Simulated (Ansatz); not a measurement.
Al$_{3}$Au: several calculations on one system

Part 1: A change

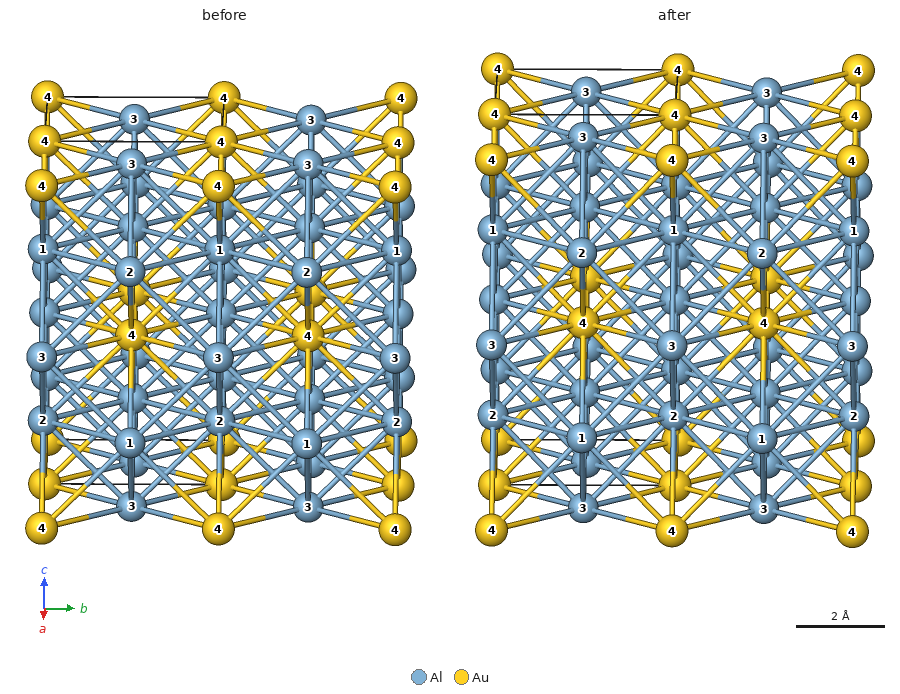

Left: a symmetric starting cell of Al₃Au. Right: the same structure after one change, at the same scale. A ball-and-stick model of the conventional cell (2 times the calculation's cell), repeated 2 × 2 × 1 with one cell outlined, seen from a free direction. Lengths and directions refer to the drawn axes.

The calculation used DFT PBE, scalar-relativistic, plane waves, PAW in Ansatz 0.2.0. (plane-wave cutoff 420 eV; k-point mesh 14 × 14 × 14; occupations gaussian; smearing width 0.1 eV; no spin polarisation)

Question: What was changed?

Answer: The cell is strained by +8.1 % along c and +2.1 % across it (volume +12.7 %), the atoms keeping their fractional coordinates. No relaxation follows. The starting cell wasn't computed here and needn't be at equilibrium, so pressure and forces aren't due to the change alone.

Question: What does the change do?

Answer: The pressure is −7.8 GPa (not all of it need come from the change, since the unchanged cell can be under pressure at this level too). The principal stresses (compression positive) are −9.1 GPa along c and −7.1 GPa across it. All forces vanish by symmetry. Among the bonded contacts that change: Al–Au 2.866 → 2.925 to 3.014 Å, Al–Al 2.866 → 2.925 to 3.014 Å. The space group stays I4/mmm (No. 139).

Part 2: A change

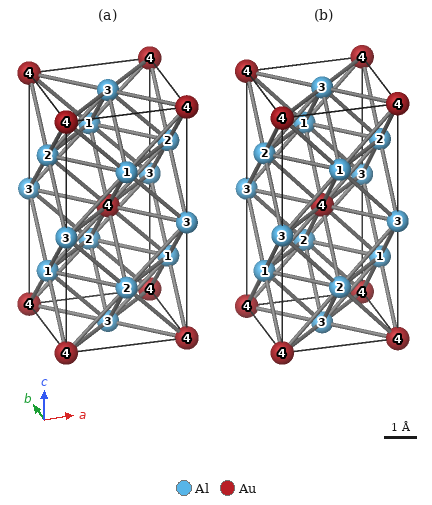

Left: a symmetric starting cell of Al3Au. Right: the same structure after one change, at the same scale. Style: ball-and-stick. Shown: the conventional cell (2 times the calculation's cell), from a free direction. Lengths and directions refer to the drawn axes.

The calculation used Ansatz, DFT PBE, scalar-relativistic, plane waves, PAW. (plane-wave cutoff 420 eV; k-point mesh 14 × 14 × 14; occupations gaussian; smearing width 0.1 eV; no spin polarisation)

Question: What distinguishes the right structure from the left one?

Answer: The cell is strained by +1.7 % along c and −4.3 % across it (volume −6.8 %), the atoms keeping their fractional coordinates. No relaxation follows. The starting cell wasn't computed here and needn't be at equilibrium, so pressure and forces aren't due to the change alone.

Question: How do the computed properties respond?

Answer: Among the bonded contacts that change: Al–Al 2.866 → 2.742 to 2.831 Å, Al–Au 2.866 → 2.742 to 2.831 Å. The space group stays I4/mmm (No. 139). The pressure is 8.8 GPa (not all of it need come from the change, since the unchanged cell can be under pressure at this level too). The principal stresses (compression positive) are 3.8 GPa along c and 11.3 GPa across it. All forces vanish by symmetry.

Part 3: Distortion

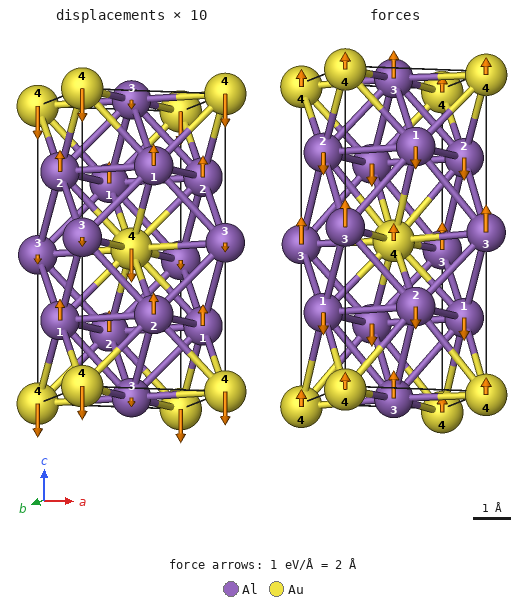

Left: a symmetric starting cell of Al3Au, with orange arrows for the displacements applied to it (without the part that the change of the cell carries along). Right: the displaced structure with the computed forces. Besides, the cell is strained by +7.5 % along c and −1.5 % across it (volume +4.4 %). Style: ball-and-stick. Shown: the conventional cell (2 times the calculation's cell), from a free direction. Lengths and directions refer to the drawn axes.

Level of theory: Ansatz 0.2.0, DFT PBE, scalar-relativistic, plane waves, PAW. Settings: plane-wave cutoff 420 eV; k-point mesh 14 × 14 × 14; occupations gaussian; smearing width 0.1 eV; no spin polarisation.

Question: How do the forces relate to the distortion?

Answer: Atoms are displaced by up to 0.09 Å (root mean square over those that move 0.06 Å) relative to the cell: Al1 0.06 Å along +c, Au4 0.09 Å along −c. No relaxation follows. The starting cell wasn't computed here and needn't be at equilibrium, so pressure and forces aren't due to the change alone. Among the bonded contacts that change: Al–Au 2.866 → 2.823 to 3.071 Å, Al–Al 2.866 → 2.822 to 3.021 Å. The space group (tolerance 0.01 Å) goes from I4/mmm (No. 139) to I4mm (No. 107). The pressure is −2.0 GPa (not all of it need come from the change, since the unchanged cell can be under pressure at this level too). The principal stresses (compression positive) are −5.2 GPa along c and −0.4 GPa across it. The largest force is 0.39 eV/Å, on Al3, along +c. The forces mostly point back along the displacements (cosine −0.86).
